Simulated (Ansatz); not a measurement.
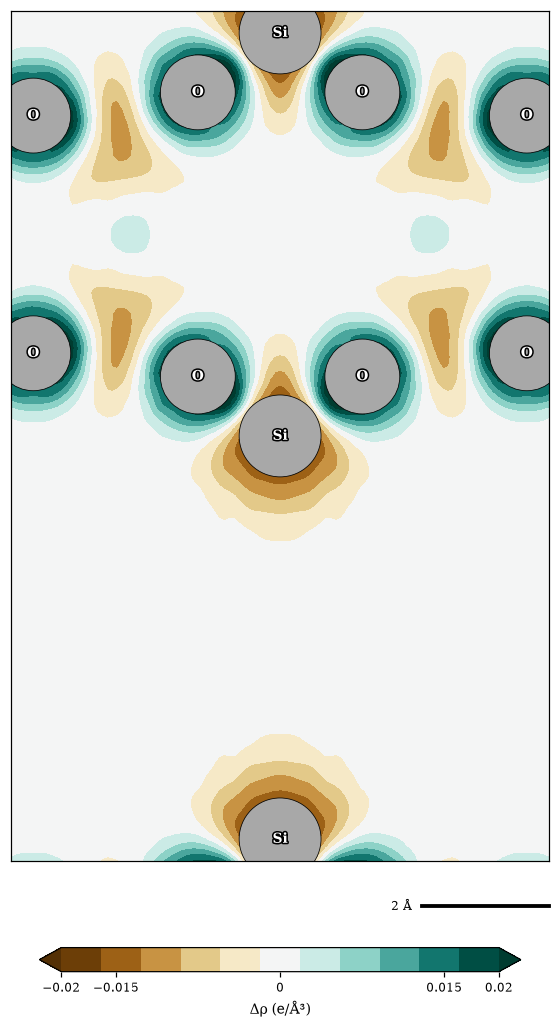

SiO2. Difference of the valence pseudo-densities of two functionals at the same geometry, on the (110) plane of the calculation cell: one of PBE and r2SCAN less the other.

Both computed with Ansatz (plane waves, PAW), on the same k-point mesh. Grey discs cover the atomic cores.

> Which was subtracted from which, and what does the map show?

It is r2SCAN less PBE. Against PBE, r2SCAN gives more density around O (+0.012 e/Å³ on average at 0.7 Å from the nucleus) and a change of +0.010 e/Å³ at the midpoint of Si–O.
